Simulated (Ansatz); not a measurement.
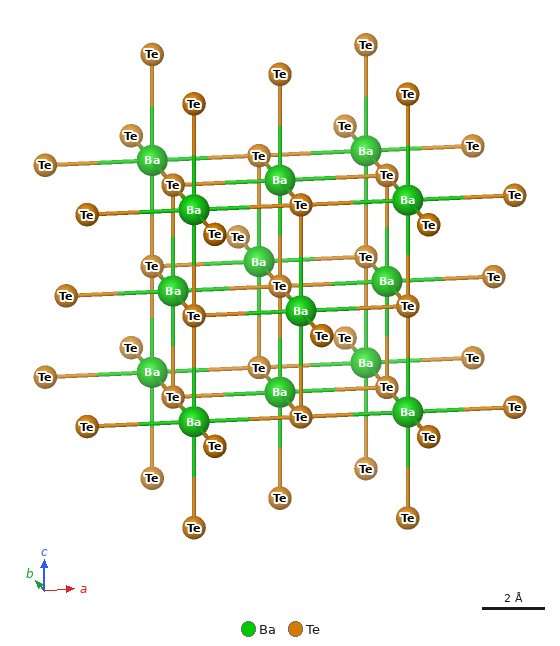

Reference structure: solid BaTe (built on the rocksalt type) at its r2SCAN-relaxed geometry. Style: ball-and-stick. Shown: the conventional cell (4 times the calculation's cell), slightly off an axis. Lengths and directions refer to the drawn axes.

Theory: DFT, HSE06, plane waves, PAW (Ansatz). (plane-wave cutoff 420 eV; k-point mesh 4 × 4 × 4; occupations fixed; no spin polarisation)

Now this is done to it. The cell is strained by −1.0 % along a and none across it (volume −1.0 %). The atoms were relaxed with r2SCAN under that strain, and this is a single point on that geometry.

Q: Predict the response.

A: The energy changes by less than 1 meV per atom. Pressure: −0.2 GPa before, 0.1 GPa after. The principal stresses (compression positive) are 0.5 GPa along a and −0.1 GPa across it. All forces vanish by symmetry. Near-neighbour distances before and after: Ba–Te 3.532 → 3.497 to 3.532 Å. The space group (tolerance 0.01 Å) goes from Fm-3m (No. 225) to I4/mmm (No. 139).
